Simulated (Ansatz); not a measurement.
WS2 and related structures: several calculations on one system

## 1. Relaxation

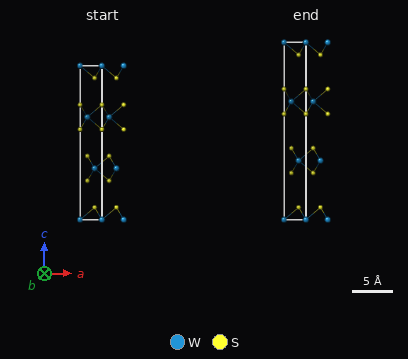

The structure of solid WS2 (set up in R3m) before (left) and after (right) a relaxation, at one scale.

A ball-and-stick model of the conventional cell (3 times the calculation's cell), repeated 2 × 1 × 1 with one cell outlined, seen along the b axis. Lengths and directions refer to the drawn axes.

Level of theory: DFT PBE, scalar-relativistic, plane waves, PAW (Ansatz). Settings: plane-wave cutoff 420 eV; k-point mesh 12 × 12 × 12; occupations gaussian; smearing width 0.02 eV; no spin polarisation; cell and atoms relaxed; force threshold 0.005 eV/Å; at most 80 steps.

### Summarise the run.

The largest moves relative to the cell, 0.23 Å, are those of S atoms. W stays in place. The volume changes by +15.4 %, with a = b 3.185 → 3.188 Å (+0.1 %), c 19.469 → 22.423 Å (+15.2 %). Among the contacts that change: S–W 2.411 → 2.420 Å. The space group stays R3m (No. 160). Over 10 accepted moves (12 points after the start) the energy falls by 7.1 meV per atom. Largest force component: 0.2 eV/Å at the start, 0.00078 eV/Å at the end. The pressure goes from 1.79 to 0.00 GPa. The SCF was repeated twice at an unchanged geometry on a basis and grid sized afresh for the cell, which shifted the energy by 0.6 meV per atom at most. The run took 62 s on 4 threads of Intel(R) Xeon(R) Platinum 8488C (Sapphire Rapids), with other jobs on the host, peak memory 0.64 GiB.

## 2. Relaxation

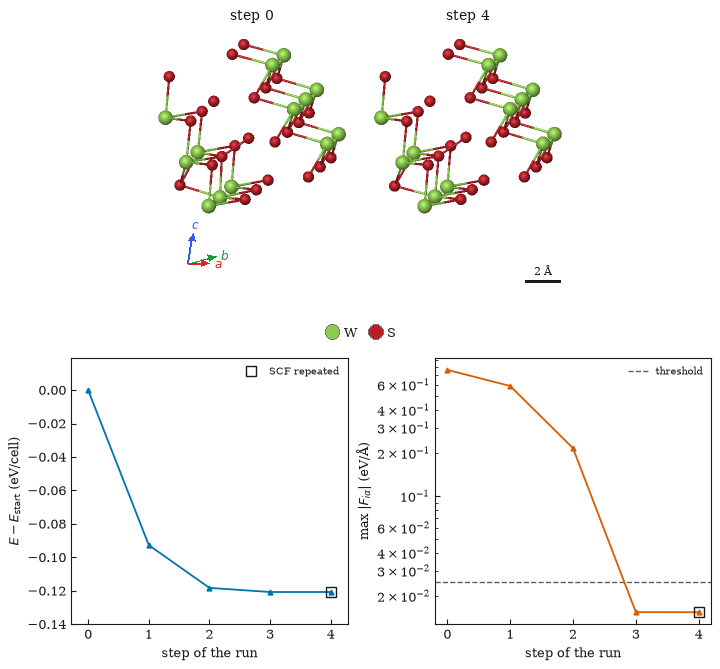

First and last geometry of a relaxation of a defect cell of composition W₁₆S₃₃ (cell charge −1), with the history of the run. The picture is a ball-and-stick view of the atoms within 5.8 Å of the atom that moves most (axes of the cell of the calculation), seen from a free direction.

Case: S interstitial, charge -1, atoms relaxed at the host's cell.

Computed with DFT PBE, scalar-relativistic, plane waves, PAW (Ansatz 0.2.0). (plane-wave cutoff 420 eV; k-point mesh 2 × 2 × 2; occupations gaussian; smearing width 0.01 eV; mesh shifted by (0.5, 0.5, 0.5); collinear spin; atoms relaxed in a fixed cell; force threshold 0.025 eV/Å; at most 45 steps)

> Read the history and describe the run.

It converged. The largest move is that of an S atom, 0.095 Å along [1 1 1]. Largest moves by element: S 0.095 Å, W 0.070 Å. The lattice vectors keep their values. Near-neighbour distances that change, for instance: W–W 3.258 → 3.139 Å, W–W 3.154 → 3.218 Å, S–S 1.940 → 1.980 Å, S–W 2.418 → 2.438 Å. Among the angles between lasting bonds that change: S–W–S 77.6° → 82.4°, W–S–W 84.1° → 80.3°, W–S–W 85.7° → 82.3°. The energy falls by 0.121 eV per cell of the calculation in 3 accepted moves (4 points after the start). Largest force component: 0.76 eV/Å at the start, 0.015 eV/Å at the end. 1 step only repeated the SCF at the same geometry.

| step | E − E(0), meV/atom | largest force component, eV/Å | note |
| --- | --- | --- | --- |
| 0 | 0.00 | 0.7633 |  |
| 1 | -1.89 | 0.5889 |  |
| 2 | -2.41 | 0.2164 |  |
| 3 | -2.46 | 0.0154 |  |
| 4 | -2.46 | 0.0154 | same geometry, SCF repeated |

Limits of the set-up: the cell is charged, on a uniform background, and energies carry no finite-size correction.

## 3. Defect

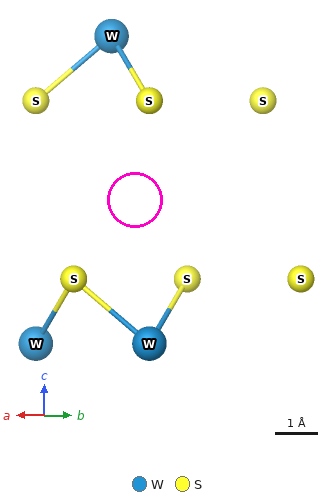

Perfect WS2. The picture is a ball-and-stick view of the atoms within 4.6 Å of one point, in a slice 3.4 Å thick across the line of sight, seen along [110].

Computed with DFT PBE, scalar-relativistic, plane waves, PAW (Ansatz 0.2.0). Set-up: plane-wave cutoff 420 eV; k-point mesh 2 × 2 × 2; occupations gaussian; smearing width 0.01 eV; mesh shifted by (0.5, 0.5, 0.5); no spin polarisation. The cell is small and the k-mesh coarse, so the numbers are rough. A uniform background neutralises the charged cell. The axes drawn are those of the host's conventional cell.

An extra sulfur atom is put between the host's atoms (an interstitial) at the ringed place, in charge state −2. The supercell has 48 sites, and the atoms are relaxed at the host's cell.

Q: Predict the relaxed surroundings of the defect.

A: The S atom starts with 3 S at 2.50 to 2.51 Å around its place and ends with 1 S at 1.99 Å. Of the host's atoms, a sulfur atom moves furthest from its site, by 0.21 Å. The S atom itself moves 0.06 Å from where it was put.

The relaxed defect, seen from the same direction:

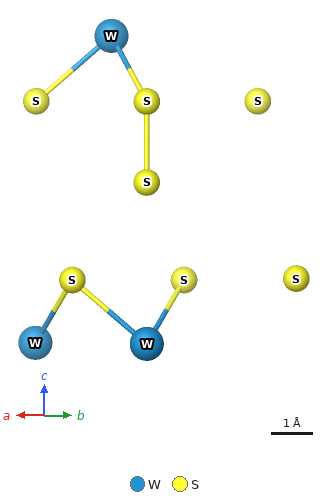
